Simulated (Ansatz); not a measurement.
**Ta: single-point calculation**

- system: Ta (Fm-3m, 1 atom in the cell)
- method: DFT PBEsol, scalar-relativistic, plane waves, PAW, no spin polarisation (Ansatz 0.2.0)

The structure derives from an entry of the Crystallography Open Database. Figures and captions count atoms from 1; the log counts them from 0 in places.

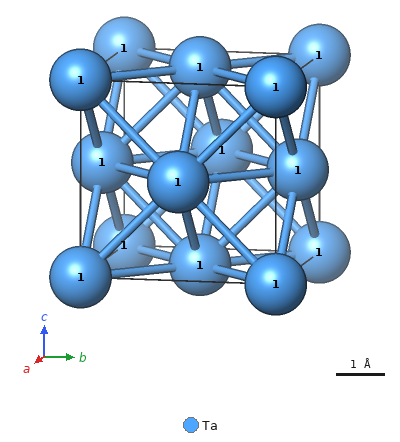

Figure 1. The structure (ball-and-stick view of the cell 4 times as large as that of the calculation, set on its symmetry axes, seen slightly off an axis; atoms are numbered from 1 in the order of the input). An atom can appear more than once, as a periodic image. Near neighbours in the periodic cell (some may lie outside the picture): Ta has 12 Ta at 2.98 Å.

Summary:

- outcome: converged
- space group (tolerance 0.01 Å): Fm-3m (225)
- electrons treated: 13
- free energy: −9806.2286 eV
- Fermi energy: 17.965 eV
- gap on the k-point mesh: none (metallic)
- pressure: −5.95 GPa
- largest force (length of the vector): under 0.001 eV/Å
- hardware: 1 thread of Arm Neoverse V1, 24 GiB of memory available, shared host
- wall time: 5.6 s
- peak memory: 0.34 GiB

Notes:

Spin–orbit coupling is left out, which matters for Ta. The cell is under a tension of 5.9 GPa at this level, so it is not at its equilibrium volume.

The input:
```yaml
crystal:
  lattice:
    - [0.0, 2.11, 2.11]
    - [2.11, 0.0, 2.11]
    - [2.11, 2.11, 0.0]
  atoms:
    - { symbol: Ta, position: [0.0, 0.0, 0.0] }
basis:
  ecutwfc: 420
kpoints:
  mp_grid: { grid: [22, 22, 22] }
hamiltonian:
  xc: pbesol
scf:
  occupations: { method: gaussian, width: 0.15 }
output:
  forces: true
  stress: true
  eigenvalues: true
  write_density: true
  write_potential: true
  elf: true
  volumetric_format: npy
```

Launch command:
```bash
ansatz run input.yaml --threads 1 --pin off --max-ram 2560MiB --backend cpu --events-out ev --progress --plain --runs-dir out
```

What the program printed:
```
Engine: ansatz 0.2.0, aarch64-unknown-linux-gnu
Pseudopotentials: kind: paw
Pseudopotential: Ta, paw, valence charge 13, recommended cutoff 420 eV (normal), Ta.paw.azcp
Functional definition: PBEsol
  exchange = pbesol_x
  correlation = pbesol_c
Crystal: 1 atoms, lattice volume = 18.788 Å³
Basis set: ecut = 420 eV, 339 PW (Γ), exchange–correlation on 40×40×40 points (8 copies of the dense FFT grid, shifted against one another)
Bands: 11, of which v1, the nominal top of the filled ones, is band 7 counted from 1 (6 counted from 0)
Symmetry: 48 space group operations
Space group: Fm-3m (ITA 225), of the structure as read, at distance tolerance 2.7e-5 Å
k-points: 328 of 10648
Non-local potential: Ta, projectors of the file, l = 0: 3, l = 1: 2, l = 2: 2, l = 3: 1
PAW form: soft (Blöchl's): semilocal exchange-correlation on the pseudo side does not see the compensation charge
PAW frozen core: Ta, regenerated for the run's functional, and the local potential with it (the file was generated under x = pbe(κ = 0.804, μ = 0.2195149727645171), c = pbe(β = 0.06672455060314922))
PAW one-centre angular grid: Ta, 590 points (default); XC on 64 Gauss nodes
Initial density: superposition of atomic densities (neutral atoms: chi_scale 0, normalization atom), corrected by the library's trained network
Initial wavefunctions: pseudopotential atomic-orbital guess
Functional: x = pbesol(κ = 0.804, μ = 0.12345679012345678), c = pbesol(β = 0.046)
SCF iter   1: F=—  HF=-9806.228631 eV  |F-HF|=—  |Δ(HF+E_count)|=         —  Δρ=2.63e-3  dr2=5.04e-4  ethr=1.77e-3  ⟨swp⟩=5.1  Hψ=19967  notcnv=0
preconditioner: auto → none  [metal: Δε(μ)=0.009 eV  Ē_g=7.823 eV  σ=0.150 eV  W_gap=0.03  n_scr=0 (ndim 8)  ℏωp=19.2 eV  f_vac=0.000  D(μ)=1.26/eV (n_scr^D=14)]
SCF iter   2: F=—  HF=-9806.228545 eV  |F-HF|=—  |Δ(HF+E_count)|=   8.63e-5  Δρ=1.35e-3  dr2=9.88e-5  ethr=3.88e-6  ⟨swp⟩=2.2  Hψ=7951  notcnv=0
SCF iter   3: F=—  HF=-9806.228602 eV  |F-HF|=—  |Δ(HF+E_count)|=   5.65e-5  Δρ=1.87e-4  dr2=1.82e-6  ethr=7.60e-7  ⟨swp⟩=1.1  Hψ=3627  notcnv=0
iter 4 did not close the SCF: its close was put off for the readings that it lacked (scf_convergence_deferred on its scf_iter line)
SCF iter   4: F=-9806.228603 eV  HF=-9806.228603 eV  |F-HF|=2.55e-11  |Δ(HF+E_count)|=   1.41e-6  Δρ=4.08e-5  dr2=8.54e-8  ethr=1.40e-8  ⟨swp⟩=2.6  Hψ=5536  notcnv=0
iter 5 did not close the SCF: its close was put off for the readings that it lacked (scf_convergence_deferred on its scf_iter line)
SCF iter   5: F=-9806.228603 eV  HF=-9806.228603 eV  |F-HF|=1.21e-9  |Δ(HF+E_count)|=   5.93e-9  Δρ=5.65e-6  dr2=2.81e-9  ethr=6.57e-10  ⟨swp⟩=2.1  Hψ=5485  notcnv=0
SCF iter   6: F=-9806.228603 eV  HF=-9806.228603 eV  |F-HF|=1.06e-10  |Δ(HF+E_count)|=  8.91e-10  Δρ=1.69e-6  dr2=2.07e-10  ethr=2.16e-11  ⟨swp⟩=5.7  Hψ=16562  notcnv=0
SCF 1 converged in 6 iterations: F = -9806.228603 eV  dr2 = 2.07e-10
  greatest PAW one-centre occupation: 1.000 electrons in one spin orbital (limit 2), on the Ta atom at site 0 (counted from 0), in its partial waves of l = 0
```

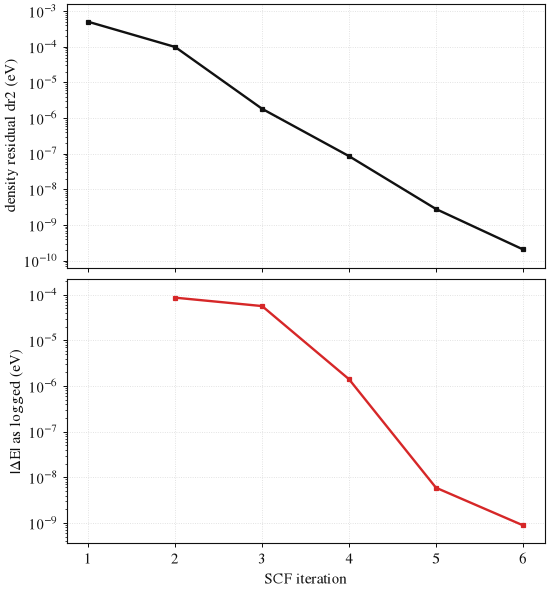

Figure 2. Convergence of the self-consistent field: density residual dr2 and size of the energy change against the SCF iteration. The residual falls at every step.

```
SCF converged after 6 iterations
Free energy (F): -9806.228603 eV
Harris-Foulkes:  -9806.228603 eV  (|F-HF|=1.06e-10)
Internal energy: -9806.214432 eV  (E = F + TS)
E sigma→0 (E₀):  -9806.221518 eV
Entropy (-TS):   -0.014171 eV (-14.171 meV/atom)
Fermi energy:    17.965249 eV
--- Per-component energies (eV) ---
  E_band       = -116.991359
  E_kinetic    = 364.633270
  E_local      = -573.935776  (includes V_loc(G=0)·N_el)
  E_nonlocal   = 16.826525
  E_hartree    = 196.575012
  E_xc         = -216.378558
  E_vxc        = -203.009846  (∫ρ·V_xc dr)
  E_paw        = -8272.176476  (= ΣΔE_a)
  E_vpaw       = -114.655629  (= ΣTr[D̂ρ^β])
  E_aug_tail   = 0.000158  (compensation charges beyond the density's cutoff)
  E_ewald      = -1321.972233
  E_core_change = 0.213646  (= ΣΔE_core)
  E_smearing   = -0.014171  (= −TS)
  E_closure    = 0.000000  (closes the sum)
  Σ components = -9806.228603   (vs F -9806.228603, Δ=0.00e0)
--- Forces (eV/Å), atoms counted from 1 ---
  atom   1  Ta     0.00000000     0.00000000     0.00000000
  max |Σ_I F_I| component: 1.48e-31 eV/Å
--- Stress (GPa, compression-positive) ---
       -5.948600      -0.000000      -0.000000
       -0.000000      -5.948600      -0.000000
       -0.000000       0.000000      -5.948600
  P = ⅓ Tr σ = -5.9486 GPa (-59.486 kbar)
--- Band table (eV; the first three rows and the last of 328) ---
  k-point 0: bands = ["-49.5775", "-15.5763", "-15.5763", "-15.5763", "9.8442", "18.3995", "18.3995", "18.3995", "21.3874", "21.3874", "30.1458"]
  k-point 1: bands = ["-49.5758", "-15.5984", "-15.5791", "-15.5791", "9.9273", "18.3261", "18.4399", "18.4399", "21.3468", "21.3468", "30.3200"]
  k-point 2: bands = ["-49.5706", "-15.6628", "-15.5873", "-15.5873", "10.1713", "18.1263", "18.5510", "18.5510", "21.2446", "21.2446", "30.8067"]
  k-point 327: bands = ["-49.4597", "-16.2875", "-16.2037", "-15.9595", "15.1500", "16.4491", "17.1916", "20.0019", "24.4476", "27.6868", "27.9402"]
```

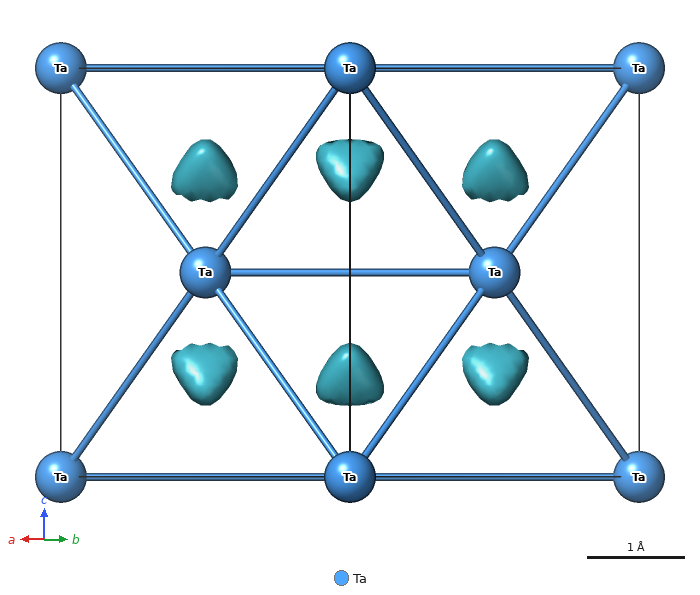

Figure 3. Isosurface of the electron localisation function at 0.6 (cyan), seen along [110]. Only the valence region is drawn (cores and ρ < 0.01 e/Å³ removed). Sticks mark near contacts. The outline is the cell set on symmetry axes. Values along the shortest contacts: Ta–Ta (2.98 Å): the ELF is about 0.30 at the midpoint (no localised pair between them). The fields are those of the smooth PAW valence density.

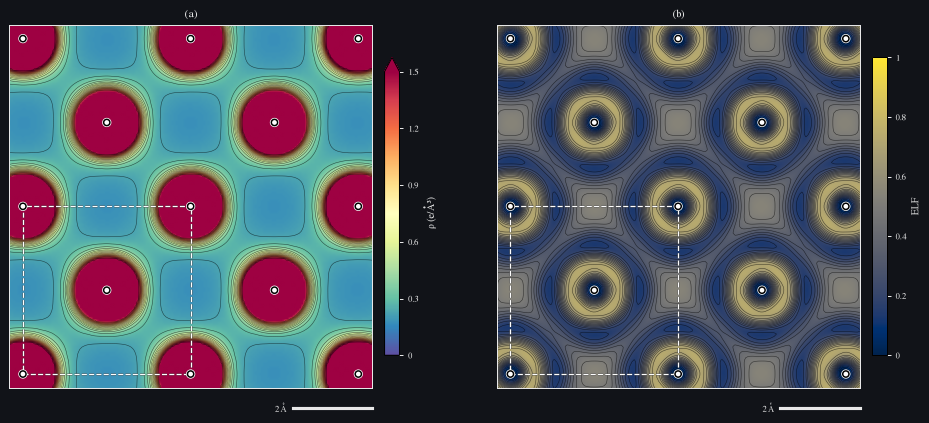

Figure 4. (a) valence electron density; (b) electron localisation function on the (010) plane of the conventional cell. Circles mark the nuclei in the plane (Ta). Atoms in the plane: Ta. Ta–Ta (2.98 Å): the density is about 0.27 e/Å³ at the midpoint; the ELF is about 0.30 at the midpoint (no localised pair between them). Away from the nuclei the density in this plane falls to 0.17 e/Å³ at its lowest. The strong features right at Ta lie inside the PAW spheres (semicore, d or f shells) and say nothing about bonding.
